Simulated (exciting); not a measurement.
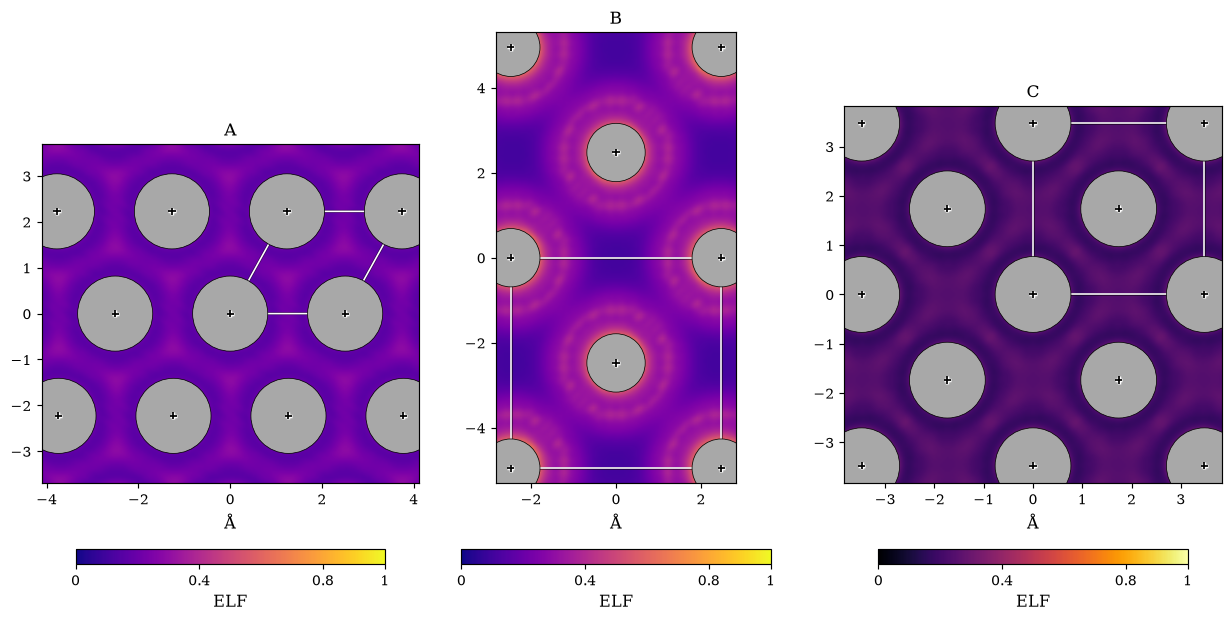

The electron localisation function of 3 systems, each on a plane through atoms (crosses mark nuclei in the plane; grey discs cover the cores).

These are results of exciting, Kohn-Sham DFT of a periodic cell, PBE, all-electron LAPW+lo, shipped species files, not measurements.

System 1: Pb, the (010) plane of the conventional cell. Space group Fm-3m.

System 2: Ni, the (010) plane of the conventional cell. Space group Fm-3m; a structure from a database of computed crystals, not necessarily the ambient phase; spin-polarised.

```xyz
4
Lattice="3.4751 0.0000 0.0000 0.0000 3.4751 0.0000 0.0000 0.0000 3.4751" Properties=species:S:1:pos:R:3 pbc="T T T"
Ni    0.0000    0.0000    0.0000
Ni    1.7376    1.7376    0.0000
Ni    1.7376    0.0000    1.7376
Ni    0.0000    1.7376    1.7376
```

System 3: Cu, the (001) plane of the conventional cell. Space group P-1.

### Which map belongs to which system?

Panel A is system 3, Cu: the plane holds Cu. Cu–Cu (2.51 Å): the ELF is about 0.20 at the midpoint; no localised pair shows between them. Panel B is system 1, Pb: the plane holds Pb. Pb–Pb (3.50 Å): the ELF is about 0.25 at the midpoint: no localised pair shows between them. Panel C is system 2, Ni: the plane holds Ni. Ni–Ni (2.46 Å): the ELF is about 0.30 at the midpoint; no shared electron pair shows on this line.
